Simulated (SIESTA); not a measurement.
# CdSe: 7 runs along one coordinate

System: CdSe (P6₃mc, 4 atoms in the cell).
Method: Kohn-Sham DFT of a periodic cell, RGE2, PseudoDojo 0.4 standard NC, numerical atomic orbitals, no spin polarisation (SIESTA 5.4.2).

The 7 runs differ only in the geometry, by an even scaling of the cell at fixed fractional positions. The structure derives from an entry of the Crystallography Open Database.

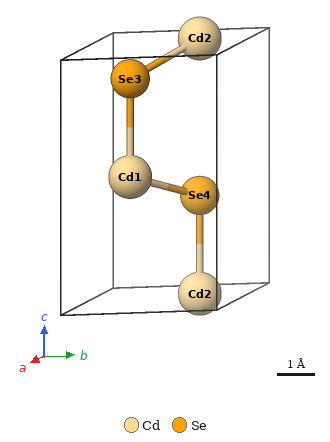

Figure 1. The structure of run 4 (ball-and-stick view of the cell of the calculation, seen slightly off an axis; atoms are numbered from 1 in the order of the input).

### Input of run 4
```
SystemName                      Cadmoselite
SystemLabel                     CdSe
NumberOfSpecies                 2
NumberOfAtoms                   4
%block ChemicalSpeciesLabel
  1  48 Cd
  2  34 Se
%endblock ChemicalSpeciesLabel

LatticeConstant                 1.0 Ang
%block LatticeVectors
     4.3000000000     0.0000000000     0.0000000000
    -2.1500000000     3.7239092363     0.0000000000
     0.0000000000     0.0000000000     7.0200000000
%endblock LatticeVectors
AtomicCoordinatesFormat         Fractional
%block AtomicCoordinatesAndAtomicSpecies
     0.6666666667     0.3333333333     0.5000000000  1  Cd
     0.3333333333     0.6666666667     0.0000000000  1  Cd
     0.6666666667     0.3333333333     0.8850000000  2  Se
     0.3333333333     0.6666666667     0.3850000000  2  Se
%endblock AtomicCoordinatesAndAtomicSpecies

%block kgrid.MonkhorstPack
    7   0   0  0.0
    0   7   0  0.0
    0   0   4  0.0
%endblock kgrid.MonkhorstPack
%block XC.Mix
  2
  GGA LIBXC-00-GGA_X_RGE2 1.0 0.0
  GGA LIBXC-00-GGA_C_RGE2 0.0 1.0
%endblock XC.Mix
PAO.BasisSize                   DZP
PAO.EnergyShift                 0.002 Ry
Mesh.Cutoff                     800 Ry
OccupationFunction              FD
ElectronicTemperature           0.05 eV
MaxSCFIterations                120
SCF.MustConverge                false
SCF.Mixer.Method                Pulay
SCF.Mixer.Weight                0.25
SCF.Mixer.History               8
SCF.DM.Tolerance                5.0e-05
SCF.H.Tolerance                 1.0e-03 eV
WriteForces                     true
Charge.Mulliken                 end
BandLinesScale                  ReciprocalLatticeVectors
%block BandLines
    1    0.000000   0.000000   0.000000  \Gamma
   11    0.500000   0.000000   0.000000  M
    7    0.333333   0.333333   0.000000  K
   13    0.000000   0.000000   0.000000  \Gamma
    6    0.000000   0.000000   0.500000  A
   11    0.500000   0.000000   0.500000  L
    7    0.333333   0.333333   0.500000  H
   13    0.000000   0.000000   0.500000  A
    1    0.500000   0.000000   0.500000  L
    6    0.500000   0.000000   0.000000  M
    1    0.333333   0.333333   0.000000  K
    6    0.333333   0.333333   0.500000  H
%endblock BandLines
```

Command:
```bash
siesta CdSe.fdf > CdSe.out 2>&1
```

Run 5 has the same physical settings and fractional positions; its lattice vectors (Å) are:
```
   4.328478    0.000000    0.000000
  -2.164239    3.748572    0.000000
   0.000000    0.000000    7.066491
```

### Results, with one run withheld

```csv
run,volume per atom (Å³),"free energy per atom, from the lowest run given (meV)",pressure (GPa),gap on the mesh (eV)
1,26.416,55.34,6.80,1.15
2,26.978,34.43,5.15,1.09
3,27.540,19.01,3.70,1.02
4,28.102,8.27,2.43,0.96
5,28.665,?,?,?
6,29.227,0.00,0.22,0.85
7,29.789,0.87,−0.70,0.79
```

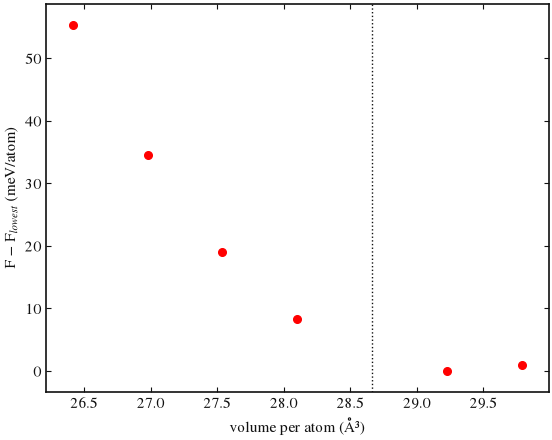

Figure 2. Free energy per atom of the runs given; the dotted line marks run 5.

What should run 5 give?

A cubic polynomial in V^(−2/3) (the Birch–Murnaghan form), fitted to the 6 runs given, misses them by at most 0.15 meV per atom. With x = V^(−2/3) − 0.10854 Å⁻², it reads F = 10.565 + 6422.5 x + 9.8182e+05 x² + 6.3182e+06 x³ (meV per atom). At run 5 it gives 2.23 meV per atom, and the run itself gives 1.98. The slope of the fit gives a pressure −dF/dV of 1.19 GPa there, and the run prints 1.26 GPa. The two needn't agree exactly: the fit is approximate, and the printed stress is taken on a finite basis. The fit has its minimum at 29.325 Å³ per atom, where V d²F/dV² gives 49.3 GPa. Cell shape and fractional positions are held, so this is the stiffness under even scaling; the relaxed bulk modulus wasn't computed. The gap on the mesh goes, without turning, from 1.15 eV in run 1 to 0.79 eV in run 7; run 5 has 0.90 eV. These are gaps of this functional on this mesh, which can miss the band edges; they aren't the measured gap.

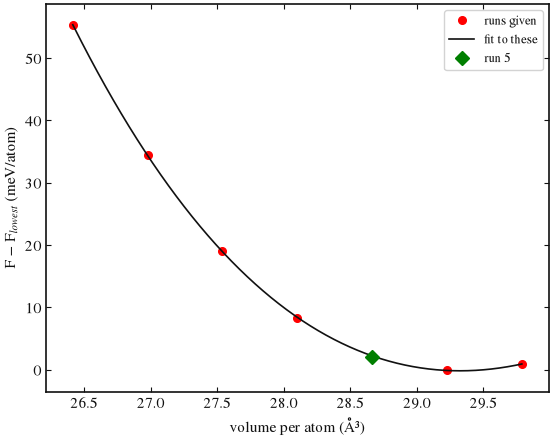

Figure 3. The fit and the withheld run.

### Some lines of the output (run 5)
```
[...]
outcell: Cell volume (Ang**3)        :    114.6581
stepf: Fermi-Dirac step function
siesta: Etot    =    -16113.845777
siesta: FreeEng =    -16113.845777
        iscf     Eharris(eV)        E_KS(eV)     FreeEng(eV)     dDmax    Ef(eV) dHmax(eV)
siesta: E_KS(eV) =           -16116.1918
siesta: E_KS - E_eggbox =    -16116.1918
siesta: Etot    =    -16116.191840
siesta: FreeEng =    -16116.191843
siesta:         Fermi =      -4.450787
siesta: Cell volume =        114.658123 Ang**3
    Orbital volume contribution        =           3.584963 eV
```

Notes on the run: xc_check: WARNING: Pseudopotential generated with GGA PBE functional. With a small basis of atomic orbitals these values can differ much from converged plane-wave results.
